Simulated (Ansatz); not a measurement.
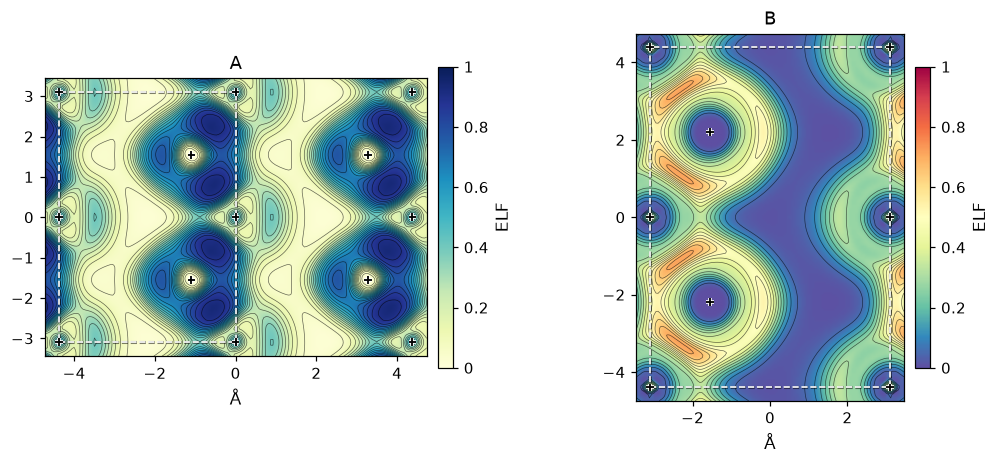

The electron localisation function of 2 systems, each on a plane through atoms (crosses mark nuclei in the plane).

All numbers below come from Ansatz, DFT PBE, scalar-relativistic, plane waves, PAW.

System 1: SiC, the (110) plane of the conventional cell. Space group F-43m; a structure from a database of computed crystals, not necessarily the ambient phase.

```cif
data_structure
_symmetry_space_group_name_H-M 'P 1'
_symmetry_Int_Tables_number 1
_cell_length_a 4.3797
_cell_length_b 4.3797
_cell_length_c 4.3797
_cell_angle_alpha 90.000
_cell_angle_beta 90.000
_cell_angle_gamma 90.000
_cell_volume 84.01
loop_
_atom_site_label
_atom_site_type_symbol
_atom_site_fract_x
_atom_site_fract_y
_atom_site_fract_z
_atom_site_occupancy
Si1 Si 0.25000 0.75000 0.25000 1
Si2 Si 0.75000 0.75000 0.75000 1
Si3 Si 0.75000 0.25000 0.25000 1
Si4 Si 0.25000 0.25000 0.75000 1
C1 C 0.50000 0.50000 0.00000 1
C2 C 0.00000 0.50000 0.50000 1
C3 C 0.00000 0.00000 0.00000 1
C4 C 0.50000 0.00000 0.50000 1
```

System 2: GaSb, the (101) plane of the conventional cell. Space group F-43m.

Question: Which map belongs to which system?

Answer: Panel A is system 1, SiC: the plane holds Si and C. Si–C (1.90 Å): the ELF peaks at about 0.95 between the atoms: localised, covalent bonding. Panel B is system 2, GaSb: the plane holds Ga and Sb. Ga–Sb (2.69 Å): the ELF peaks at about 0.70 between the atoms.
